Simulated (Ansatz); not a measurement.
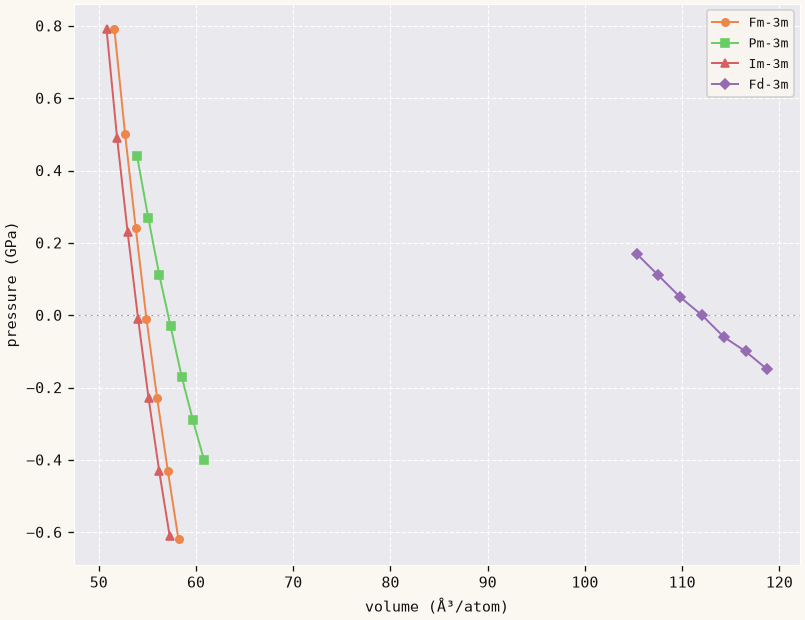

**Figure.** Pressure against volume, with one curve for each structure, for Sr.

Settings that differ: Fm-3m: k mesh 31×31×31, atoms in cell 1, density tolerance 1e−07 eV, lattice centring face-centred primitive, space group number 225, structure type fcc; Pm-3m: k mesh 28×28×28, atoms in cell 1, density tolerance 1e−07 eV, lattice centring simple cubic, space group number 221, structure type simple cubic; Im-3m: k mesh 32×32×32, atoms in cell 1, density tolerance 1e−07 eV, lattice centring body-centred primitive, space group number 229, structure type bcc; Fd-3m: k mesh 20×20×20, atoms in cell 2, density tolerance 2.2e−07 eV, lattice centring face-centred primitive, space group number 227, structure type diamond.

The fitted equilibrium volumes, smallest first, are Im-3m 54.0, Fm-3m 54.9, Pm-3m 57.1, Fd-3m 111.9 Å³/atom. The fitted bulk moduli, smallest first, are Fd-3m 2.7, Pm-3m 7.1, Im-3m 11.5, Fm-3m 11.7 GPa. For Fm-3m, the pressure falls from 0.79 GPa at volume 51.62 Å³/atom to −0.62 GPa at 58.21 Å³/atom, and changes sign near 54.9 Å³/atom. For Pm-3m, the pressure falls from 0.44 GPa at volume 53.94 Å³/atom to −0.40 GPa at 60.83 Å³/atom, and changes sign near 57.1 Å³/atom. For Im-3m, the pressure falls from 0.79 GPa at volume 50.81 Å³/atom to −0.61 GPa at 57.29 Å³/atom, and changes sign near 54.0 Å³/atom.

Computed with Ansatz 0.2.0 development build: equation of state of a cubic crystal from periodic Kohn-Sham density functional theory without spin, third-order Birch-Murnaghan fit to the free energies; pressure corrected for the finite basis. Level: PBE.

occupation method Fermi–Dirac; occupation width 0.06123 eV; wave cutoff 420 eV; datasets soft-1 PAW; density cutoff ratio 4; search for lower states default.

Keep in mind: cubic model structure, not the ambient form (Pm-3m, Im-3m, Fd-3m).

Input of one of the runs behind the figure:
```
crystal:
  lattice:
    - [-2.333230547967, 2.333230547967, 2.333230547967]
    - [2.333230547967, -2.333230547967, 2.333230547967]
    - [2.333230547967, 2.333230547967, -2.333230547967]
  atoms:
    - { symbol: Sr, position: [0, 0, 0] }
kpoints:
  mp_grid: { grid: [32, 32, 32] }
hamiltonian:
  xc: pbe
  pseudopotentials: { kind: paw }
scf:
  occupations: { method: fermi_dirac, width: 0.061225619053 }
output:
  forces: true
  stress: true
```

Launched with:
```bash
ansatz run input.yaml --threads 2
```
